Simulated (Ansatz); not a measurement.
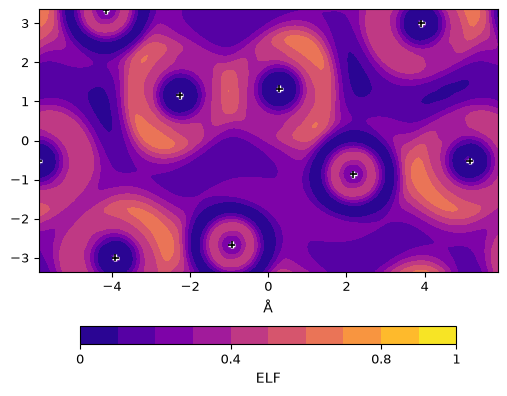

The electron localisation function on a plane through atoms (crosses mark nuclei in the plane).

Level of theory: Kohn-Sham DFT of a periodic cell, LDA, Ansatz PAW (Ansatz).

Candidates:
A. MgGe2, a = 11.04 Å, b = 3.70 Å, c = 6.82 Å, α = 90.00°, β = 118.17°, γ = 90.00°. Space group C2/m; a structure from a database of computed crystals, not necessarily the ambient phase; computed pressure about −4 GPa in this cell.
B. MoS2, a = 3.16 Å, b = 3.16 Å, c = 18.45 Å, α = 90.00°, β = 90.00°, γ = 120.00°. Space group R3m; computed pressure about −2 GPa in this cell.

Which system is this?

Answer. Candidate A: MgGe2 on the (010) plane of the conventional cell, which holds Ge and Mg. Ge–Ge (2.55 Å): the ELF peaks at about 0.60 between the atoms. Mg–Ge (2.89 Å): the ELF peaks at about 0.60 in the valence shell of Ge, 1.3 Å from its nucleus, and is about 0.55 at the midpoint.
